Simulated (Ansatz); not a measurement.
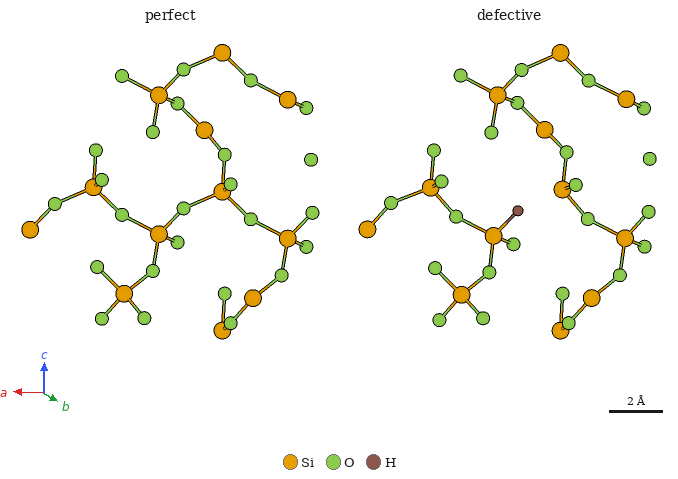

Left: perfect SiO2. Right: the same region with a pair of point defects, after relaxing the atoms in a supercell of 72 sites. Style: ball-and-stick. Shown: the atoms within 6.0 Å of one point, in a slice 4.2 Å thick across the line of sight, from a free direction.

Level of theory: DFT, PBEsol, PAW, plane waves in Ansatz. Settings: plane-wave cutoff 420 eV; k-point mesh 1 × 1 × 1; mesh shifted by (0.25, 0.25, 0.25); collinear spin. Fermi-Dirac smearing of 0.01 eV. The axes drawn are those of the host's conventional cell.

> Which defect is it?

An oxygen atom is taken out (a vacancy) and an extra hydrogen atom is put between the host's atoms (an interstitial), the two sites 1.6 Å apart.

The charge state of the cell is 0.

> How does the lattice respond?

Around the empty O site the host had 2 Si at 1.61 to 1.63 Å; after relaxation the nearest atoms are 2 Si at 1.69 to 1.84 Å. The H atom starts with 1 O at 1.59 Å around its place and ends with 1 Si at 1.57 Å. Of the host's atoms, an oxygen atom moves furthest from its site, by 0.24 Å. The H atom itself moves 1.58 Å from where it was put. The cell's net moment is 1.00 μB.
